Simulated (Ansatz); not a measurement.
Here is a crystal structure:

```cif
data_structure
_symmetry_space_group_name_H-M 'P 1'
_symmetry_Int_Tables_number 1
_cell_length_a 3.1103
_cell_length_b 3.1103
_cell_length_c 4.2064
_cell_angle_alpha 90.000
_cell_angle_beta 90.000
_cell_angle_gamma 90.000
_cell_volume 40.69
loop_
_atom_site_label
_atom_site_type_symbol
_atom_site_fract_x
_atom_site_fract_y
_atom_site_fract_z
_atom_site_occupancy
Ga1 Ga 0.00000 0.00000 0.00000 1
N1 N 0.00000 0.00000 0.50000 1
Ga2 Ga 0.50000 0.50000 0.50000 1
N2 N 0.50000 0.50000 0.00000 1
```

### Say what kind of structure these coordinates give.

The structure is one of GaN. The atoms follow space group I4/mmm (No. 139); the Bravais lattice is body-centred tetragonal. Atoms per cell: 4 (2 Ga, 2 N). Each Ga is bonded to six N in an octahedral arrangement at 2.10 to 2.20 Å. N bonds to six Ga in an octahedral arrangement at 2.10 to 2.20 Å. The bonds build a three-dimensional framework.

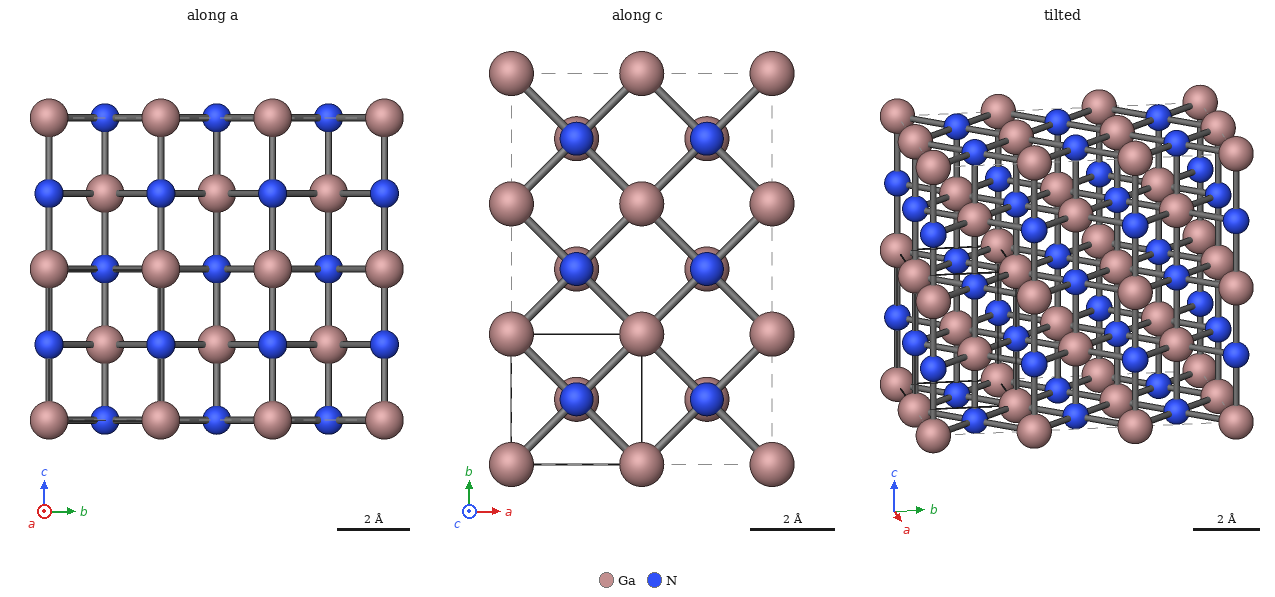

We look at a ball-and-stick model of the crystal along the a axis, along the c axis and slightly off an axis. The picture spans 2×3×2 cells, one conventional unit cell being drawn with solid lines. Colours: gallium pink, nitrogen blue.

The cell started as a structure listed in the Materials Project. The cell was then strained or its atoms displaced on purpose. It was the input of a calculation with Ansatz.

At this level of theory the cell isn't at rest (stretched, at -8 GPa), so its distances can differ from those at equilibrium, the more so the softer the solid.
